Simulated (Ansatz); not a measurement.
# Geometry relaxation of CoO

The run: geometry relaxation of CoO (I4/mmm, 2 atoms in the cell). Method and program: DFT, PBE, plane waves, PAW, spin-polarised (Ansatz 0.2.0).

The structure derives from an entry of the Crystallography Open Database. Figures and captions count atoms from 1; the log counts them from 0 in places.

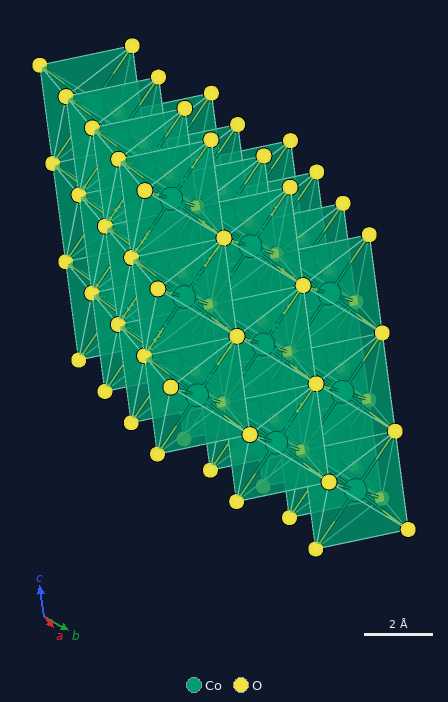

The input geometry (polyhedral view of the cell of the calculation, repeated 3 × 2 × 2, seen slightly off an axis; polyhedra are completed across the faces of the cell). An atom can appear more than once, as a periodic image.

Summary

```csv
quantity,value
outcome,converged
space group (tolerance 0.01 Å),I4/mmm (139)
electrons treated,23
free energy,−5692.1095 eV
Fermi energy,14.058 eV
gap on the k-point mesh,none (metallic)
net moment of the cell,2.92 μB
integrated absolute moment,2.94 μB
pressure,0.00 GPa
final volume,19.17 Å³
largest force (length of the vector) at the end,under 0.001 eV/Å
final cell,"a = 2.998 Å, b = 2.998 Å, c = 2.998 Å, α = 119.60°, β = 119.60°, γ = 90.69°"
hardware,"2 threads of Intel Xeon @ 2.50GHz (Skylake/Cascade Lake), 32 GiB of memory available, shared host"
wall time,50 s (CPU time 95 s)
peak memory,0.69 GiB
```

Remarks

Settings chosen away from the usual ones: kpoints.mp_grid.shift set to [0.5, 0.5, 0.5].

Input file
```yaml
crystal:
  lattice:
    - [-1.5080001529, 1.5080001529, 2.1072499549]
    - [1.5080001529, -1.5080001529, 2.1072499549]
    - [1.5080001529, 1.5080001529, -2.1072499549]
  atoms:
    - { symbol: Co, position: [0.0, 0.0, 0.0], spin: 2.7 }
    - { symbol: O, position: [0.5, 0.5, 0.0], spin: 0.34 }
basis:
  ecutwfc: 420
kpoints:
  mp_grid: { grid: [20, 20, 20], shift: [0.5, 0.5, 0.5] }
hamiltonian:
  xc: pbe
scf:
  occupations: { method: gaussian, width: 0.1 }
output:
  forces: true
  eigenvalues: true
  stress: true
magnetization:
  spin_polarized: true
relax:
  adjacent_minimum: "off"
  f_tol: 0.005
  max_steps: 80
  cell: { stress_tol: 0.05 }
```

Launched with:
```bash
ansatz run input.yaml --threads 2 --pin off --max-ram 5120MiB --backend cpu --events-out ev --progress --plain --runs-dir out
```

Output
```
Engine: ansatz 0.2.0, x86_64-unknown-linux-gnu
Pseudopotentials: kind: paw
Pseudopotential: Co, paw, valence charge 17, recommended cutoff 420 eV (normal), Co.paw.azcp
Pseudopotential: O, paw, valence charge 6, recommended cutoff 420 eV (normal), O.paw.azcp
Functional definition: PBE
  parameter kappa = 0.804
  parameter beta = 0.06672455060314922
  exchange = pbe_x(kappa = kappa, mu = beta*pi^2/3)
  correlation = pbe_c(beta = beta)
Crystal: 2 atoms, lattice volume = 19.168 Å³
Basis set: ecut = 420 eV, 339 PW (Γ), exchange–correlation on 48×48×48 points (8 copies of the dense FFT grid, shifted against one another)
Bands: 18, of which v1, the nominal top of the filled ones, is band 12 counted from 1 (11 counted from 0)
Symmetry: 16 space group operations
Space group: I4/mmm (ITA 139), of the structure as read, at distance tolerance 2.7e-5 Å
Magnetic group: BNS 139.531 (UNI 1191), of the structure as read, at distance tolerance 2.7e-5 Å
k-points: 635 of 8000
Non-local potential: Co, projectors of the file, l = 0: 3, l = 1: 2, l = 2: 3, l = 3: 1
Non-local potential: O, projectors of the file, l = 0: 2, l = 1: 2, l = 2: 1
PAW form: soft (Blöchl's): semilocal exchange-correlation on the pseudo side does not see the compensation charge
PAW one-centre angular grid: Co, 590 points (default); XC on 64 Gauss nodes
PAW one-centre angular grid: O, 110 points (default); XC on 64 Gauss nodes
Initial density: superposition of atomic densities (chi_scale 0.1, normalization cell, long waves kept (reshape's long-wave potential 0.00 eV rms))
Starting moments: Σ|m| = 3.04 μB on 2 of 2 sites
Initial wavefunctions: pseudopotential atomic-orbital guess
Functional: x = pbe(κ = 0.804, μ = 0.2195149727645171), c = pbe(β = 0.06672455060314922)
SCF iter   1: F=—  HF=-5690.942216 eV  |F-HF|=—  |Δ(HF+E_count)|=         —  Δρ=1.22e-1 (↑9.60e-2 ↓1.22e-1)  dr2=6.77e0  dr2_m=8.71e-2  M=2.613 μB ∫|m|=2.614 μB  β_m=0.30  ethr=3.10e-3  ⟨swp⟩=5.4  Hψ=95387  notcnv=0
Mixer restart at iter 1: flushing history
preconditioner: auto → none  [metal: Δε(μ)=0.001 eV  Ē_g=15.120 eV  σ=0.100 eV  W_gap=0.01  n_scr=8 (ndim 8)  ℏωp=32.8 eV  f_vac=0.000  D(μ)=3.97/eV (n_scr^D=64)  sad-step TF]
SCF iter   2: F=—  HF=-5690.912456 eV  |F-HF|=—  |Δ(HF+E_count)|=   2.98e-2  Δρ=5.44e-2 (↑3.85e-2 ↓5.44e-2)  dr2=1.41e0  dr2_m=4.02e-2  M=2.665 μB ∫|m|=2.669 μB  β_m=0.40  ethr=3.10e-3  ⟨swp⟩=3.0  Hψ=55863  notcnv=0  defer=1492
SCF iter   3: F=—  HF=-5691.417587 eV  |F-HF|=—  |Δ(HF+E_count)|=   5.05e-1  Δρ=2.61e-2 (↑1.73e-2 ↓2.61e-2)  dr2=8.87e-2  dr2_m=2.18e-2  M=2.733 μB ∫|m|=2.739 μB  β_m=0.54  ethr=3.10e-3  ⟨swp⟩=2.2  Hψ=39528  notcnv=0  defer=1496
SCF iter   4: F=—  HF=-5691.939391 eV  |F-HF|=—  |Δ(HF+E_count)|=         —  Δρ=3.08e-2 (↑9.82e-3 ↓3.08e-2)  dr2=7.78e-2  dr2_m=5.56e-2  M=2.871 μB ∫|m|=2.881 μB  β_m=0.54  ethr=3.86e-4  ⟨swp⟩=2.0  Hψ=49277  notcnv=0  defer=1512
Mixer restart at iter 4: flushing history
SCF iter   5: F=—  HF=-5692.074030 eV  |F-HF|=—  |Δ(HF+E_count)|=   1.35e-1  Δρ=1.31e-2 (↑1.31e-2 ↓6.87e-3)  dr2=3.12e-2  dr2_m=6.01e-3  M=2.826 μB ∫|m|=2.837 μB  β_m=0.53  ethr=3.38e-4  ⟨swp⟩=2.3  Hψ=44444  notcnv=0  defer=1513
SCF iter   6: F=—  HF=-5692.087076 eV  |F-HF|=—  |Δ(HF+E_count)|=   1.30e-2  Δρ=2.00e-2 (↑6.70e-3 ↓2.00e-2)  dr2=4.06e-2  dr2_m=2.53e-2  M=2.919 μB ∫|m|=2.932 μB  β_m=0.26  ethr=1.36e-4  ⟨swp⟩=2.0  Hψ=54322  notcnv=0  defer=1536
SCF iter   7: F=—  HF=-5692.105912 eV  |F-HF|=—  |Δ(HF+E_count)|=   1.88e-2  Δρ=4.85e-3 (↑4.85e-3 ↓4.19e-3)  dr2=5.94e-4  dr2_m=3.23e-3  M=2.898 μB ∫|m|=2.912 μB  β_m=0.52  ethr=1.36e-4  ⟨swp⟩=2.3  Hψ=39276  notcnv=0  defer=1536
SCF iter   8: F=—  HF=-5692.109442 eV  |F-HF|=—  |Δ(HF+E_count)|=   3.53e-3  Δρ=1.36e-3 (↑1.36e-3 ↓1.03e-3)  dr2=5.08e-5  dr2_m=2.17e-4  M=2.924 μB ∫|m|=2.939 μB  β_m=0.57  ethr=2.58e-6  ⟨swp⟩=2.1  Hψ=46762  notcnv=0  defer=1535
SCF iter   9: F=—  HF=-5692.109477 eV  |F-HF|=—  |Δ(HF+E_count)|=   3.51e-5  Δρ=4.72e-4 (↑2.15e-4 ↓4.72e-4)  dr2=1.07e-5  dr2_m=1.39e-5  M=2.924 μB ∫|m|=2.939 μB  β_m=0.78  ethr=2.21e-7  ⟨swp⟩=2.0  Hψ=37658  notcnv=0  defer=1535
SCF iter  10: F=—  HF=-5692.109504 eV  |F-HF|=—  |Δ(HF+E_count)|=   2.71e-5  Δρ=2.10e-4 (↑4.86e-5 ↓2.10e-4)  dr2=2.29e-6  dr2_m=2.37e-6  M=2.924 μB ∫|m|=2.940 μB  β_m=0.89  ethr=4.66e-8  ⟨swp⟩=2.0  Hψ=35455  notcnv=0  defer=1535
SCF iter  11: F=—  HF=-5692.109509 eV  |F-HF|=—  |Δ(HF+E_count)|=   4.60e-6  Δρ=1.73e-4 (↑4.84e-5 ↓1.73e-4)  dr2=2.07e-6  dr2_m=1.55e-6  M=2.925 μB ∫|m|=2.940 μB  β_m=0.95  ethr=9.97e-9  ⟨swp⟩=2.0  Hψ=36895  notcnv=0  defer=1535
SCF iter  12: F=—  HF=-5692.109511 eV  |F-HF|=—  |Δ(HF+E_count)|=   2.57e-6  Δρ=5.20e-5 (↑3.06e-5 ↓5.20e-5)  dr2=1.32e-7  dr2_m=2.51e-7  M=2.925 μB ∫|m|=2.940 μB  β_m=0.97  ethr=8.99e-9  ⟨swp⟩=2.0  Hψ=37543  notcnv=0  defer=1535
SCF iter  13: F=—  HF=-5692.109511 eV  |F-HF|=—  |Δ(HF+E_count)|=   7.32e-8  Δρ=2.42e-5 (↑7.53e-6 ↓2.42e-5)  dr2=3.54e-8  dr2_m=3.14e-8  M=2.925 μB ∫|m|=2.940 μB  β_m=0.99  ethr=5.73e-10  ⟨swp⟩=2.3  Hψ=30472  notcnv=0  defer=1535
SCF iter  14: F=-5692.109511 eV  HF=-5692.109511 eV  |F-HF|=1.63e-9  |Δ(HF+E_count)|=   4.86e-8  Δρ=4.35e-6 (↑2.64e-6 ↓4.35e-6)  dr2=2.31e-9  dr2_m=1.16e-9  M=2.925 μB ∫|m|=2.940 μB  ethr=1.54e-10  ⟨swp⟩=6.8  Hψ=99362  notcnv=0
SCF 1 converged in 14 iterations: F = -5692.109511 eV  dr2 = 2.31e-9
  greatest PAW one-centre occupation: 1.004 electrons in one spin orbital (limit 2), on the Co atom at site 0 (counted from 0), in its partial waves of l = 1
relax step   1: F+E_penalty+E_count = -5692.10951128 eV  Δ(F+E_penalty+E_count) = +0.000e0 eV  max|allowed force component| = 1.381e-30 eV/Å  Δτ_max = 0.0000 Å  P = +0.000 GPa  Ω = 19.168 Å³  (14 SCF iters, dr2 threshold 1.00e-7 eV, accepted)
Initial density: handed on by an earlier stage of this run
Starting moments: Σ|m| = 3.04 μB on 2 of 2 sites; this step starts from the density that it was given
Initial wavefunctions: pseudopotential atomic-orbital guess (no wavefunctions were taken with the density)
iter 1 solved again at ethr=5.81e-9 eV; its pass at ethr=3.10e-3 eV (dr2=1.34e-6 eV) is discarded
SCF iter   1: F=—  HF=-5692.109511 eV  |F-HF|=—  |Δ(HF+E_count)|=         —  Δρ=2.10e-6 (↑2.05e-6 ↓2.10e-6)  dr2=8.88e-10  dr2_m=2.73e-10  M=2.925 μB ∫|m|=2.940 μB  β_m=0.65  ethr=5.81e-9  ⟨swp⟩=4.0  Hψ=167217  notcnv=0
preconditioner: auto → none  [metal: Δε(μ)=0.001 eV  Ē_g=15.473 eV  σ=0.100 eV  W_gap=0.01  n_scr=0 (ndim 8)  ℏωp=32.8 eV  f_vac=0.000  D(μ)=4.16/eV (n_scr^D=64)]
SCF iter   2: F=—  HF=-5692.109511 eV  |F-HF|=—  |Δ(HF+E_count)|=   4.66e-9  Δρ=1.42e-6 (↑1.26e-6 ↓1.42e-6)  dr2=4.43e-10  dr2_m=7.86e-11  M=2.925 μB ∫|m|=2.940 μB  β_m=0.43  ethr=3.86e-12  ⟨swp⟩=2.3  Hψ=38804  notcnv=0
SCF iter   3: F=—  HF=-5692.109511 eV  |F-HF|=—  |Δ(HF+E_count)|=  1.35e-10  Δρ=9.16e-7 (↑3.97e-7 ↓9.16e-7)  dr2=3.72e-11  dr2_m=4.93e-11  M=2.925 μB ∫|m|=2.940 μB  β_m=0.57  ethr=1.93e-12  ⟨swp⟩=2.7  Hψ=37805  notcnv=0
SCF iter   4: F=—  HF=-5692.109511 eV  |F-HF|=—  |Δ(HF+E_count)|=  4.82e-11  Δρ=7.41e-7 (↑1.70e-7 ↓7.41e-7)  dr2=5.78e-11  dr2_m=2.29e-11  M=2.925 μB ∫|m|=2.940 μB  β_m=0.53  ethr=1.00e-12  ⟨swp⟩=1.9  Hψ=28072  notcnv=0
SCF iter   5: F=—  HF=-5692.109511 eV  |F-HF|=—  |Δ(HF+E_count)|=  3.73e-11  Δρ=3.05e-7 (↑1.14e-7 ↓3.05e-7)  dr2=2.17e-12  dr2_m=6.47e-12  M=2.925 μB ∫|m|=2.940 μB  β_m=0.76  ethr=1.00e-12  ⟨swp⟩=1.8  Hψ=26764  notcnv=0
SCF iter   6: F=-5692.109511 eV  HF=-5692.109511 eV  |F-HF|=1.82e-12  |Δ(HF+E_count)|=  1.36e-11  Δρ=3.29e-7 (↑3.84e-8 ↓3.29e-7)  dr2=6.50e-12  dr2_m=5.52e-12  M=2.925 μB ∫|m|=2.940 μB  ethr=1.00e-12  ⟨swp⟩=3.6  Hψ=85132  notcnv=0
SCF 2 converged in 6 iterations: F = -5692.109511 eV  dr2 = 6.50e-12
relax step   2: F+E_penalty+E_count = -5692.10951128 eV  Δ(F+E_penalty+E_count) = -1.177e-9 eV  max|allowed force component| = 1.387e-30 eV/Å  Δτ_max = 0.0000 Å  P = +0.000 GPa  Ω = 19.168 Å³  stress off target by 4.68e-2 GPa  SCF on the basis re-selected at this cell (its energy is not comparable with the rows above)  (6 SCF iters)
```

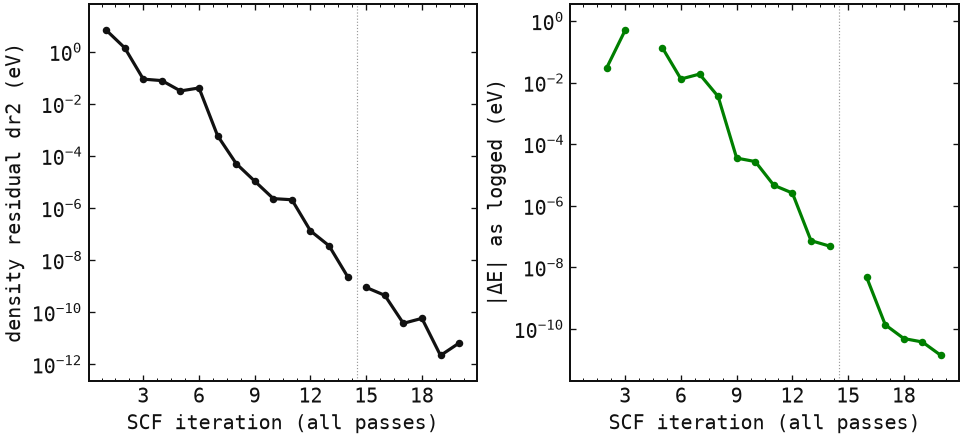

Convergence of the self-consistent field: density residual dr2 and size of the energy change against the SCF iteration. The dotted lines part the SCF passes of the relaxation: geometry steps, rejected trials and re-solves on a re-selected basis. The passes take 14 and 6 iterations.

```
basis re-selected at this cell: Δ(F+E_penalty+E_count) = -1.177e-9 eV, ΔP = +0.000 GPa vs the last step (what re-selecting the basis moved, of the pressure what is left beyond the Pulay correction that the steps carried, after the strain that the cell walked since its last selection, with what the two solves' SCF thresholds leave and, on support functions, any second-order correction that the steps lacked; it is no measure of the basis error at this ecutwfc). This SCF's stress stands 4.68e-2 GPa from its target on what of the cell is left free (relax.cell.stress_tol is 5.00e-2 GPa) and its largest allowed force component is 1.39e-30 eV/Å (relax.f_tol is 5.00e-3 eV/Å): within both
SCF converged after 6 iterations
Magnetization: 2.9249 μB (12.9625 up, 10.0375 down)
Absolute magnetization: 2.9404 μB (∫|ρ↑−ρ↓|, with the PAW one-centre terms)
Spin contamination: 0.0079 ħ² per cell (⟨S²⟩ above its minimum at these occupations)
Per-site moments (μB) at R_I (Å): [(2.4814683595704854, 0.8692406063962499), (0.3193516275303246, 0.8692406063962499)]
Free energy (F): -5692.109511 eV
Harris-Foulkes:  -5692.109511 eV  (|F-HF|=1.82e-12)
Internal energy: -5692.088736 eV  (E = F + TS)
E sigma→0 (E₀):  -5692.099123 eV
Entropy (-TS):   -0.020776 eV (-10.388 meV/atom)
Fermi energy:    14.057627 eV
--- Per-component energies (eV) ---
  E_band       = -302.067359
  E_kinetic    = 617.786403
  E_local      = -3421.661029  (includes V_loc(G=0)·N_el)
  E_nonlocal   = 514.251784
  E_hartree    = 1405.215881
  E_xc         = -228.713458
  E_vxc        = -293.938598  (∫ρ·V_xc dr)
  E_paw        = -1676.980652  (= ΣΔE_a)
  E_vpaw       = -528.940051  (= ΣTr[D̂ρ^β])
  E_aug_tail   = 0.002475  (compensation charges beyond the density's cutoff)
  E_ewald      = -2901.990140
  E_smearing   = -0.020776  (= −TS)
  E_closure    = -0.000000  (closes the sum)
  Σ components = -5692.109511   (vs F -5692.109511, Δ=0.00e0)
--- Forces (eV/Å), atoms counted from 1 ---
  atom   1  Co    -0.00000000     0.00000000     0.00000000
  atom   2  O     -0.00000000     0.00000000     0.00000000
  max |Σ_I F_I| component: 3.14e-30 eV/Å
--- Stress (GPa, compression-positive) ---
       -0.023153      -0.000000       0.000000
       -0.000000      -0.023153      -0.000000
        0.000000      -0.000000       0.046801
  P = ⅓ Tr σ = 0.0002 GPa (0.002 kbar)
--- Band table (eV; the first three rows and the last of 1270) ---
  k-point 0 ↑: bands = ["-82.8323", "-46.1615", "-46.0650", "-46.0645", "-6.2338", "9.9987", "10.3096", "10.5475", "10.8408", "10.9312", "11.2399", "11.3012", "11.5184", "15.3195", "29.8833", "31.6821", "31.9972", "32.9399"]
  k-point 1 ↑: bands = ["-82.8320", "-46.1625", "-46.0676", "-46.0655", "-6.1333", "9.1737", "10.1005", "10.2833", "10.8429", "10.8582", "11.4911", "11.5913", "11.9324", "15.9890", "28.9380", "31.0038", "31.3190", "32.3048"]
  k-point 2 ↑: bands = ["-82.8314", "-46.1642", "-46.0715", "-46.0670", "-5.9787", "8.4082", "9.8910", "10.0422", "10.7618", "10.8729", "11.7280", "11.8477", "12.1794", "16.9103", "28.1000", "29.8861", "30.6683", "30.7938"]
  k-point 634 ↓: bands = ["-79.7656", "-43.1703", "-43.1052", "-43.1046", "-4.3997", "7.5648", "9.9703", "10.0848", "11.8736", "14.1953", "14.2027", "14.7118", "15.0717", "20.8138", "24.3955", "26.1564", "30.2727", "30.3890"]
--- Relaxed structure (1 steps of the walk, 1 accepted, 1 SCFs on fresh bases) ---
  F+E_penalty+E_count = -5692.10951128 eV   max|allowed force component| = 1.387e-30 eV/Å   (the final SCF, on the basis selected at the relaxed cell)
  cell:  # Å, volume = 19.1681 Å³
    - [-1.5080001529, 1.5080001529, 2.1072499549]
    - [1.5080001529, -1.5080001529, 2.1072499549]
    - [1.5080001529, 1.5080001529, -2.1072499549]
  atoms:
    - { symbol: Co, position: [0.0, 0.0, 0.0] }
    - { symbol: O, position: [0.5, 0.5, 0.0] }
```

Trajectory as extended XYZ (Å, eV, eV/Å), 2 frames, from step=1 to step=2
```
2
Lattice="-1.5080 1.5080 2.1073 1.5080 -1.5080 2.1073 1.5080 1.5080 -2.1073" Properties=species:S:1:pos:R:3:forces:R:3 step=1 energy=-5692.10951 pressure_GPa=0.00
Co    0.0000    0.0000    0.0000    0.0000   0.0000   0.0000
O     0.0000    0.0000    2.1073    0.0000   0.0000   0.0000
2
Lattice="-1.5080 1.5080 2.1073 1.5080 -1.5080 2.1073 1.5080 1.5080 -2.1073" Properties=species:S:1:pos:R:3:forces:R:3 step=2 energy=-5692.10951 pressure_GPa=0.00
Co    0.0000    0.0000    0.0000    0.0000   0.0000   0.0000
O     0.0000    0.0000    2.1073    0.0000   0.0000   0.0000
```

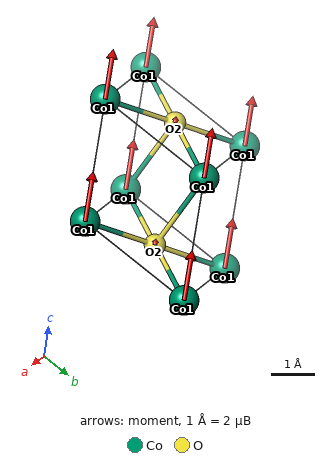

Magnetic moments of the sites as red arrows (ball-and-stick view of the cell of the calculation, seen slightly off an axis; atoms are numbered from 1 in the order of the input); small moments hardly show. The run is collinear, so the axis drawn is arbitrary. Site moments: Co1 (2.48 μB); O2 (0.32 μB). They are counted near the atoms and needn't add up to the moment of the cell.
